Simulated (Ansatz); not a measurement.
**Gallium, alpha-Ga (Cmce) under r²SCAN: how the k-point mesh moves the result**

How fine must the k-point mesh be for energy and pressure to settle? The geometry was relaxed under r²SCAN beforehand and stays fixed; 8 values are run, from 2×2×1 to 12×12×10. Wanted are the values from which on the energy stays within 10 and 1 meV/atom, and the pressure within 0.5 GPa, of the last run. Within the series other settings stay, but some runs also write fields, which adds to their time. Spin polarisation is left out.

Computed with Ansatz 0.2.0 (DFT r²SCAN, plane waves with PAW, scalar-relativistic, unless a step says otherwise).

1 further run of the same task is left out (set aside as unsound or not needed).

### 1 The system as given

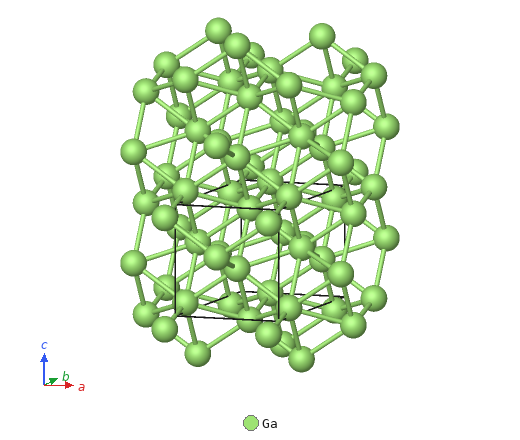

Start, viewed slightly off an axis; gallium green. 1×1×2 conventional cells are drawn; the run uses a primitive one. Any atoms on the faces are drawn again on the opposite ones, and bonded neighbours outside are added.

Coordinates:

```cif
data_structure
_symmetry_space_group_name_H-M 'Cmce'
_symmetry_Int_Tables_number 64
_cell_length_a 4.4637
_cell_length_b 7.5865
_cell_length_c 4.5346
_cell_angle_alpha 90.000
_cell_angle_beta 90.000
_cell_angle_gamma 90.000
_cell_volume 153.56
loop_
_atom_site_label
_atom_site_type_symbol
_atom_site_symmetry_multiplicity
_atom_site_Wyckoff_symbol
_atom_site_fract_x
_atom_site_fract_y
_atom_site_fract_z
_atom_site_occupancy
Ga1 Ga 8 f 0.50000 0.65577 0.08558 1
```

### 2 Run at 2×2×1

The run at 2×2×1.

The input, input.yaml:

```yaml
crystal:
  lattice:
    - [2.23185017, -3.7932285796, 0.0]
    - [2.23185017, 3.7932285796, 0.0]
    - [0.0, 0.0, 4.5346411306]
  atoms:
    - { symbol: Ga, position: [0.8442341977, 0.1557658023, 0.0855794111] }
    - { symbol: Ga, position: [0.6557658023, 0.3442341977, 0.5855794111] }
    - { symbol: Ga, position: [0.1557658023, 0.8442341977, 0.9144205889] }
    - { symbol: Ga, position: [0.3442341977, 0.6557658023, 0.4144205889] }
hamiltonian:
  xc: r2scan
  pseudopotentials:
    kind: paw
    azcp:
      Ga: "pseudopotentials/Ga.paw.azcp"
basis:
  ecutwfc: 500
  fft_grid_basis: typed
kpoints:
  mp_grid: { grid: [2, 2, 1], shift: [0, 0, 0] }
magnetization:
  spin_polarized: false
scf:
  occupations: { method: fermi_dirac, width: 0.1 }
  lower_state_search: "off"
output:
  stress: true
```

Run with:

```sh
$ ansatz run input.yaml --threads 2 --pin off --max-ram 5120MiB --backend cpu --events-out ev --progress --plain --runs-dir out
```

Output (excerpt; [...] marks lines left out):

```text
Warning: RAYON_NUM_THREADS=2 ignored (pool sized by the plan → 2); use --threads N
[...]
Pseudopotentials: kind: paw
Pseudopotential: Ga, paw, valence charge 13, recommended cutoff 500 eV (meta_gga), <dir>
Functional definition: r2SCAN
[...]
Crystal: 4 atoms, lattice volume = 76.780 Å³
Basis set: ecut = 500 eV, 1945 PW (Γ), exchange–correlation on 144×144×144 points (64 copies of the dense FFT grid, shifted against one another)
Bands: 30, of which v1, the nominal top of the filled ones, is band 26 counted from 1 (25 counted from 0)
Symmetry: 8 space group operations
Space group: Cmce (ITA 64), of the structure as read, at distance tolerance 4.3e-5 Å
k-points: 3 of 4
[...]
SCF iter   1: F=-15158.230784 eV  HF=-15158.255015 eV  |F-HF|=2.42e-2  |Δ(HF+E_count)|=         —  Δρ=1.48e-2  dr2=2.62e-1  dr2_τ=7.73e-3  ethr=1.77e-3  ⟨swp⟩=5.0  Hψ=355  notcnv=0
[...]
SCF iter   7: F=-15158.330722 eV  HF=-15158.330722 eV  |F-HF|=4.62e-8  |Δ(HF+E_count)|=   1.30e-6  Δρ=9.36e-6  dr2=7.83e-8  dr2_τ=9.75e-10  ethr=1.92e-10  ⟨swp⟩=3.0  Hψ=396  notcnv=0
[...]
SCF converged after 7 iterations
Free energy (F): -15158.330722 eV
[...]
E sigma→0 (E₀):  -15158.330600 eV
Entropy (-TS):   -0.000245 eV (-0.061 meV/atom)
Fermi energy:    9.254516 eV
[...]
--- Stress (GPa, compression-positive) ---
        0.645669       0.000000       0.000000
        0.000000       7.562906       0.000000
        0.000000       0.000000      19.496734
  P = ⅓ Tr σ = 9.2351 GPa (92.351 kbar)
```

It took 2.3 s on 2 threads of Arm Neoverse V1, shared host; peak memory 0.49 GiB.

### 3 Run at 2×2×2

The run at 2×2×2.

Edit input.yaml of step 2 so:

```diff
@@ -20,3 +20,3 @@
 kpoints:
-  mp_grid: { grid: [2, 2, 1], shift: [0, 0, 0] }
+  mp_grid: { grid: [2, 2, 2], shift: [0, 0, 0] }
 magnetization:
```

Run with:

```sh
$ ansatz run input.yaml --threads 2 --pin off --max-ram 5120MiB --backend cpu --events-out ev --progress --plain --runs-dir out
```

Output (excerpt; [...] marks lines left out):

```text
Warning: RAYON_NUM_THREADS=2 ignored (pool sized by the plan → 2); use --threads N
[...]
Pseudopotentials: kind: paw
Pseudopotential: Ga, paw, valence charge 13, recommended cutoff 500 eV (meta_gga), <dir>
Functional definition: r2SCAN
[...]
Crystal: 4 atoms, lattice volume = 76.780 Å³
Basis set: ecut = 500 eV, 1945 PW (Γ), exchange–correlation on 144×144×144 points (64 copies of the dense FFT grid, shifted against one another)
Bands: 30, of which v1, the nominal top of the filled ones, is band 26 counted from 1 (25 counted from 0)
Symmetry: 8 space group operations
Space group: Cmce (ITA 64), of the structure as read, at distance tolerance 4.3e-5 Å
k-points: 6 of 8
[...]
SCF iter   1: F=-15159.413308 eV  HF=-15159.440847 eV  |F-HF|=2.75e-2  |Δ(HF+E_count)|=         —  Δρ=1.30e-2  dr2=1.11e-1  dr2_τ=6.29e-3  ethr=1.77e-3  ⟨swp⟩=5.5  Hψ=725  notcnv=0
[...]
SCF iter   8: F=-15159.478561 eV  HF=-15159.478561 eV  |F-HF|=1.31e-8  |Δ(HF+E_count)|=   3.90e-7  Δρ=6.40e-6  dr2=3.80e-8  dr2_τ=2.65e-10  ethr=1.92e-10  ⟨swp⟩=4.7  Hψ=719  notcnv=0
[...]
SCF converged after 8 iterations
Free energy (F): -15159.478561 eV
[...]
E sigma→0 (E₀):  -15159.439668 eV
Entropy (-TS):   -0.077787 eV (-19.447 meV/atom)
Fermi energy:    9.178404 eV
[...]
--- Stress (GPa, compression-positive) ---
        9.367610       0.000000       0.000000
        0.000000      -1.736012       0.000000
        0.000000       0.000000       0.482331
  P = ⅓ Tr σ = 2.7046 GPa (27.046 kbar)
```

Wall time 2.9 s (2 threads of Arm Neoverse V1, shared host); peak memory 0.51 GiB.

### 4 Run at 3×3×3

The run at 3×3×3.

Edit input.yaml of step 3 so:

```diff
@@ -20,3 +20,3 @@
 kpoints:
-  mp_grid: { grid: [2, 2, 2], shift: [0, 0, 0] }
+  mp_grid: { grid: [3, 3, 3], shift: [0, 0, 0] }
 magnetization:
```

Run with:

```sh
$ ansatz run input.yaml --threads 2 --pin off --max-ram 5120MiB --backend cpu --events-out ev --progress --plain --runs-dir out
```

Output (excerpt; [...] marks lines left out):

```text
Warning: RAYON_NUM_THREADS=2 ignored (pool sized by the plan → 2); use --threads N
[...]
Pseudopotentials: kind: paw
Pseudopotential: Ga, paw, valence charge 13, recommended cutoff 500 eV (meta_gga), <dir>
Functional definition: r2SCAN
[...]
Crystal: 4 atoms, lattice volume = 76.780 Å³
Basis set: ecut = 500 eV, 1945 PW (Γ), exchange–correlation on 144×144×144 points (64 copies of the dense FFT grid, shifted against one another)
Bands: 30, of which v1, the nominal top of the filled ones, is band 26 counted from 1 (25 counted from 0)
Symmetry: 8 space group operations
Space group: Cmce (ITA 64), of the structure as read, at distance tolerance 4.3e-5 Å
k-points: 8 of 27
[...]
SCF iter   1: F=-15161.040621 eV  HF=-15161.062055 eV  |F-HF|=2.14e-2  |Δ(HF+E_count)|=         —  Δρ=1.05e-2  dr2=3.73e-2  dr2_τ=4.85e-3  ethr=1.77e-3  ⟨swp⟩=5.1  Hψ=957  notcnv=0
[...]
SCF iter   7: F=-15161.082093 eV  HF=-15161.082093 eV  |F-HF|=2.57e-8  |Δ(HF+E_count)|=   2.96e-7  Δρ=1.01e-5  dr2=8.17e-8  dr2_τ=5.07e-10  ethr=1.92e-10  ⟨swp⟩=3.1  Hψ=1136  notcnv=0
[...]
SCF converged after 7 iterations
Free energy (F): -15161.082093 eV
[...]
E sigma→0 (E₀):  -15161.067721 eV
Entropy (-TS):   -0.028744 eV (-7.186 meV/atom)
Fermi energy:    9.060051 eV
[...]
--- Stress (GPa, compression-positive) ---
        2.024792       0.000000      -0.000000
        0.000000       2.618201       0.000000
       -0.000000       0.000000      -2.608898
  P = ⅓ Tr σ = 0.6780 GPa (6.780 kbar)
```

It took 3.1 s on 2 threads of Arm Neoverse V1, shared host; peak memory 0.51 GiB.

### 5 Run at 4×4×4

The run at 4×4×4.

Edit input.yaml of step 4 so:

```diff
@@ -20,3 +20,3 @@
 kpoints:
-  mp_grid: { grid: [3, 3, 3], shift: [0, 0, 0] }
+  mp_grid: { grid: [4, 4, 4], shift: [0, 0, 0] }
 magnetization:
@@ -28 +28,5 @@
   stress: true
+  write_density: true
+  write_potential: true
+  elf: true
+  volumetric_format: npy
```

Run with:

```sh
$ ansatz run input.yaml --threads 2 --pin off --max-ram 5120MiB --backend cpu --events-out ev --progress --plain --runs-dir out
```

Output (excerpt; [...] marks lines left out):

```text
Warning: RAYON_NUM_THREADS=2 ignored (pool sized by the plan → 2); use --threads N
[...]
Pseudopotentials: kind: paw
Pseudopotential: Ga, paw, valence charge 13, recommended cutoff 500 eV (meta_gga), <dir>
Functional definition: r2SCAN
[...]
Crystal: 4 atoms, lattice volume = 76.780 Å³
Basis set: ecut = 500 eV, 1945 PW (Γ), exchange–correlation on 144×144×144 points (64 copies of the dense FFT grid, shifted against one another)
Bands: 32, of which v1, the nominal top of the filled ones, is band 26 counted from 1 (25 counted from 0)
Symmetry: 8 space group operations
Space group: Cmce (ITA 64), of the structure as read, at distance tolerance 4.3e-5 Å
k-points: 21 of 64
[...]
SCF iter   1: F=-15161.123223 eV  HF=-15161.140749 eV  |F-HF|=1.75e-2  |Δ(HF+E_count)|=         —  Δρ=1.11e-2  dr2=3.76e-2  dr2_τ=4.91e-3  ethr=1.77e-3  ⟨swp⟩=5.5  Hψ=2731  notcnv=0
[...]
SCF iter   7: F=-15161.162850 eV  HF=-15161.162850 eV  |F-HF|=7.45e-9  |Δ(HF+E_count)|=   1.45e-7  Δρ=6.97e-6  dr2=4.55e-8  dr2_τ=1.71e-10  ethr=1.92e-10  ⟨swp⟩=9.9  Hψ=5072  notcnv=0
[...]
SCF converged after 7 iterations
Free energy (F): -15161.162850 eV
[...]
E sigma→0 (E₀):  -15161.147109 eV
Entropy (-TS):   -0.031483 eV (-7.871 meV/atom)
Fermi energy:    9.220976 eV
[...]
--- Stress (GPa, compression-positive) ---
        1.699150       0.000000      -0.000000
        0.000000      -0.081409       0.000000
       -0.000000       0.000000      -2.010769
  P = ⅓ Tr σ = -0.1310 GPa (-1.310 kbar)
--- Band table (eV; the first three rows and the last of 21) ---
[...]
```

Run time: 6.1 s. Hardware: 2 threads of Arm Neoverse V1, shared host; peak memory 0.56 GiB.

### 6 Run at 5×5×4

The run at 5×5×4.

Edit input.yaml of step 5 so:

```diff
@@ -20,3 +20,3 @@
 kpoints:
-  mp_grid: { grid: [4, 4, 4], shift: [0, 0, 0] }
+  mp_grid: { grid: [5, 5, 4], shift: [0, 0, 0] }
 magnetization:
@@ -28,5 +28 @@
   stress: true
-  write_density: true
-  write_potential: true
-  elf: true
-  volumetric_format: npy
```

Run with:

```sh
$ ansatz run input.yaml --threads 2 --pin off --max-ram 5120MiB --backend cpu --events-out ev --progress --plain --runs-dir out
```

Output (excerpt; [...] marks lines left out):

```text
Warning: RAYON_NUM_THREADS=2 ignored (pool sized by the plan → 2); use --threads N
[...]
Pseudopotentials: kind: paw
Pseudopotential: Ga, paw, valence charge 13, recommended cutoff 500 eV (meta_gga), <dir>
Functional definition: r2SCAN
[...]
Crystal: 4 atoms, lattice volume = 76.780 Å³
Basis set: ecut = 500 eV, 1945 PW (Γ), exchange–correlation on 144×144×144 points (64 copies of the dense FFT grid, shifted against one another)
Bands: 30, of which v1, the nominal top of the filled ones, is band 26 counted from 1 (25 counted from 0)
Symmetry: 8 space group operations
Space group: Cmce (ITA 64), of the structure as read, at distance tolerance 4.3e-5 Å
k-points: 27 of 100
[...]
SCF iter   1: F=-15161.135500 eV  HF=-15161.152761 eV  |F-HF|=1.73e-2  |Δ(HF+E_count)|=         —  Δρ=1.12e-2  dr2=3.96e-2  dr2_τ=4.93e-3  ethr=1.77e-3  ⟨swp⟩=5.3  Hψ=3229  notcnv=0
[...]
SCF iter   7: F=-15161.175060 eV  HF=-15161.175060 eV  |F-HF|=1.57e-8  |Δ(HF+E_count)|=   1.21e-7  Δρ=5.64e-6  dr2=4.48e-8  dr2_τ=2.33e-10  ethr=1.92e-10  ⟨swp⟩=4.9  Hψ=3338  notcnv=0
[...]
SCF converged after 7 iterations
Free energy (F): -15161.175060 eV
[...]
E sigma→0 (E₀):  -15161.165626 eV
Entropy (-TS):   -0.018868 eV (-4.717 meV/atom)
Fermi energy:    9.271343 eV
[...]
--- Stress (GPa, compression-positive) ---
        0.398590       0.000000      -0.000000
        0.000000      -0.004990       0.000000
       -0.000000       0.000000      -0.979456
  P = ⅓ Tr σ = -0.1953 GPa (-1.953 kbar)
```

Wall time 5.9 s (2 threads of Arm Neoverse V1, shared host); peak memory 0.56 GiB.

### 7 Run at 7×7×6

The run at 7×7×6.

Edit input.yaml of step 6 so:

```diff
@@ -20,3 +20,3 @@
 kpoints:
-  mp_grid: { grid: [5, 5, 4], shift: [0, 0, 0] }
+  mp_grid: { grid: [7, 7, 6], shift: [0, 0, 0] }
 magnetization:
@@ -28 +28,5 @@
   stress: true
+  write_density: true
+  write_potential: true
+  elf: true
+  volumetric_format: npy
```

Run with:

```sh
$ ansatz run input.yaml --threads 2 --pin off --max-ram 5120MiB --backend cpu --events-out ev --progress --plain --runs-dir out
```

Output (excerpt; [...] marks lines left out):

```text
Warning: RAYON_NUM_THREADS=2 ignored (pool sized by the plan → 2); use --threads N
[...]
Pseudopotentials: kind: paw
Pseudopotential: Ga, paw, valence charge 13, recommended cutoff 500 eV (meta_gga), <dir>
Functional definition: r2SCAN
[...]
Crystal: 4 atoms, lattice volume = 76.780 Å³
Basis set: ecut = 500 eV, 1945 PW (Γ), exchange–correlation on 144×144×144 points (64 copies of the dense FFT grid, shifted against one another)
Bands: 32, of which v1, the nominal top of the filled ones, is band 26 counted from 1 (25 counted from 0)
Symmetry: 8 space group operations
Space group: Cmce (ITA 64), of the structure as read, at distance tolerance 4.3e-5 Å
k-points: 64 of 294
[...]
SCF iter   1: F=-15161.039606 eV  HF=-15161.056868 eV  |F-HF|=1.73e-2  |Δ(HF+E_count)|=         —  Δρ=1.14e-2  dr2=4.24e-2  dr2_τ=5.01e-3  ethr=1.77e-3  ⟨swp⟩=5.4  Hψ=8334  notcnv=0
[...]
SCF iter   7: F=-15161.080301 eV  HF=-15161.080301 eV  |F-HF|=6.61e-9  |Δ(HF+E_count)|=   2.14e-7  Δρ=5.02e-6  dr2=3.04e-8  dr2_τ=4.16e-10  ethr=1.92e-10  ⟨swp⟩=6.8  Hψ=14732  notcnv=0
[...]
SCF converged after 7 iterations
Free energy (F): -15161.080301 eV
[...]
E sigma→0 (E₀):  -15161.069346 eV
Entropy (-TS):   -0.021909 eV (-5.477 meV/atom)
Fermi energy:    9.231890 eV
[...]
--- Stress (GPa, compression-positive) ---
       -0.590545       0.000000       0.000000
        0.000000       0.175263       0.000000
        0.000000       0.000000       0.234161
  P = ⅓ Tr σ = -0.0604 GPa (-0.604 kbar)
--- Band table (eV; the first three rows and the last of 64) ---
[...]
```

Run time: 15 s. Hardware: 2 threads of Arm Neoverse V1, shared host; peak memory 0.63 GiB.

### 8 Run at 9×9×8

The run at 9×9×8.

Edit input.yaml of step 7 so:

```diff
@@ -20,3 +20,3 @@
 kpoints:
-  mp_grid: { grid: [7, 7, 6], shift: [0, 0, 0] }
+  mp_grid: { grid: [9, 9, 8], shift: [0, 0, 0] }
 magnetization:
```

Run with:

```sh
$ ansatz run input.yaml --threads 2 --pin off --max-ram 5120MiB --backend cpu --events-out ev --progress --plain --runs-dir out
```

Output (excerpt; [...] marks lines left out):

```text
Warning: RAYON_NUM_THREADS=2 ignored (pool sized by the plan → 2); use --threads N
[...]
Pseudopotentials: kind: paw
Pseudopotential: Ga, paw, valence charge 13, recommended cutoff 500 eV (meta_gga), <dir>
Functional definition: r2SCAN
[...]
Crystal: 4 atoms, lattice volume = 76.780 Å³
Basis set: ecut = 500 eV, 1945 PW (Γ), exchange–correlation on 144×144×144 points (64 copies of the dense FFT grid, shifted against one another)
Bands: 32, of which v1, the nominal top of the filled ones, is band 26 counted from 1 (25 counted from 0)
Symmetry: 8 space group operations
Space group: Cmce (ITA 64), of the structure as read, at distance tolerance 4.3e-5 Å
k-points: 125 of 648
[...]
SCF iter   1: F=-15161.036188 eV  HF=-15161.054178 eV  |F-HF|=1.80e-2  |Δ(HF+E_count)|=         —  Δρ=1.13e-2  dr2=4.16e-2  dr2_τ=4.98e-3  ethr=1.77e-3  ⟨swp⟩=5.4  Hψ=16351  notcnv=0
[...]
SCF iter   7: F=-15161.076857 eV  HF=-15161.076857 eV  |F-HF|=1.55e-8  |Δ(HF+E_count)|=   1.92e-7  Δρ=5.54e-6  dr2=4.44e-8  dr2_τ=1.95e-10  ethr=1.92e-10  ⟨swp⟩=6.8  Hψ=28724  notcnv=0
[...]
SCF converged after 7 iterations
Free energy (F): -15161.076857 eV
[...]
E sigma→0 (E₀):  -15161.062808 eV
Entropy (-TS):   -0.028100 eV (-7.025 meV/atom)
Fermi energy:    9.183672 eV
[...]
--- Stress (GPa, compression-positive) ---
        0.041242       0.000000       0.000000
        0.000000      -0.021971       0.000000
        0.000000       0.000000      -0.003760
  P = ⅓ Tr σ = 0.0052 GPa (0.052 kbar)
--- Band table (eV; the first three rows and the last of 125) ---
[...]
```

Wall time 28 s (2 threads of Arm Neoverse V1, shared host); peak memory 0.72 GiB.

### 9 Run at 12×12×10

The run at 12×12×10.

Edit input.yaml of step 8 so:

```diff
@@ -20,3 +20,3 @@
 kpoints:
-  mp_grid: { grid: [9, 9, 8], shift: [0, 0, 0] }
+  mp_grid: { grid: [12, 12, 10], shift: [0, 0, 0] }
 magnetization:
```

Run with:

```sh
$ ansatz run input.yaml --threads 2 --pin off --max-ram 5120MiB --backend cpu --events-out ev --progress --plain --runs-dir out
```

Output (excerpt; [...] marks lines left out):

```text
Warning: RAYON_NUM_THREADS=2 ignored (pool sized by the plan → 2); use --threads N
[...]
Pseudopotentials: kind: paw
Pseudopotential: Ga, paw, valence charge 13, recommended cutoff 500 eV (meta_gga), <dir>
Functional definition: r2SCAN
[...]
Crystal: 4 atoms, lattice volume = 76.780 Å³
Basis set: ecut = 500 eV, 1945 PW (Γ), exchange–correlation on 144×144×144 points (64 copies of the dense FFT grid, shifted against one another)
Bands: 32, of which v1, the nominal top of the filled ones, is band 26 counted from 1 (25 counted from 0)
Symmetry: 8 space group operations
Space group: Cmce (ITA 64), of the structure as read, at distance tolerance 4.3e-5 Å
k-points: 258 of 1440
[...]
SCF iter   1: F=-15161.045937 eV  HF=-15161.063920 eV  |F-HF|=1.80e-2  |Δ(HF+E_count)|=         —  Δρ=1.12e-2  dr2=4.09e-2  dr2_τ=4.97e-3  ethr=1.77e-3  ⟨swp⟩=5.5  Hψ=33796  notcnv=0
[...]
SCF iter   7: F=-15161.086584 eV  HF=-15161.086584 eV  |F-HF|=1.86e-8  |Δ(HF+E_count)|=   1.67e-7  Δρ=5.95e-6  dr2=5.22e-8  dr2_τ=2.57e-10  ethr=1.92e-10  ⟨swp⟩=9.7  Hψ=63510  notcnv=0
[...]
SCF converged after 7 iterations
Free energy (F): -15161.086584 eV
[...]
E sigma→0 (E₀):  -15161.075444 eV
Entropy (-TS):   -0.022280 eV (-5.570 meV/atom)
Fermi energy:    9.187194 eV
[...]
--- Stress (GPa, compression-positive) ---
        0.272233       0.000000       0.000000
        0.000000       0.130959       0.000000
        0.000000       0.000000      -0.281285
  P = ⅓ Tr σ = 0.0406 GPa (0.406 kbar)
--- Band table (eV; the first three rows and the last of 258) ---
[...]
```

Run time: 56 s. Hardware: 2 threads of Arm Neoverse V1, shared host; peak memory 0.95 GiB.

### 10 All values side by side

Energies count from the run at 12×12×10.

```csv
k-mesh,k-points,E(σ → 0) (meV/atom),P (GPa),SCF cycles,CPU time
2×2×1,3,686.21,9.24,7,4.3 s
2×2×2,6,408.94,2.70,8,5.5 s
3×3×3,8,1.93,0.68,7,5.9 s
4×4×4,21,-17.92,-0.13,7,12 s
5×5×4,27,-22.55,-0.20,7,12 s
7×7×6,64,1.52,-0.06,7,30 s
9×9×8,125,3.16,0.01,7,54 s
12×12×10,258,0.00,0.04,7,1.8 min
```

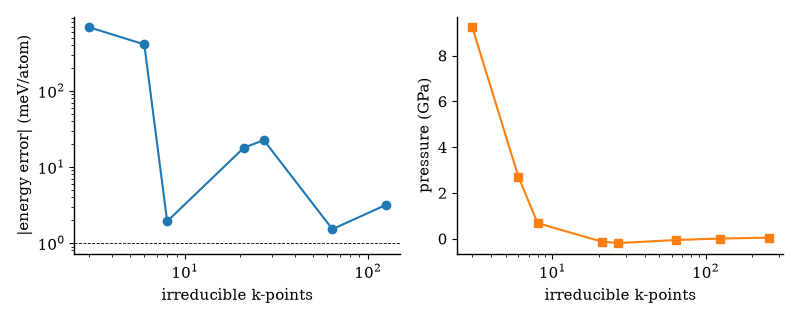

Energy and pressure against the k-point mesh; the dashed line marks 1 meV/atom.

### 11 Results

```
                                     quantity                        value
E(σ → 0) stays within 10 meV/atom of 12×12×10                from 7×7×6 on
             E(σ → 0) stays within 1 meV/atom  not reached before 12×12×10
                pressure stays within 0.5 GPa                from 4×4×4 on
                         pressure at 12×12×10                     0.04 GPa
              CPU time, dearest over cheapest                           25
```

What this shows: At 2×2×1 the energy differs by +686.2 meV/atom and the pressure by +9.2 GPa. The error changes sign along the series: k-point sums are not variational. The energy has not settled to 1 meV/atom before the last mesh. Metals converge slowly, as the Fermi surface must be resolved. The last mesh is only the yardstick of this series and isn't shown to be converged.
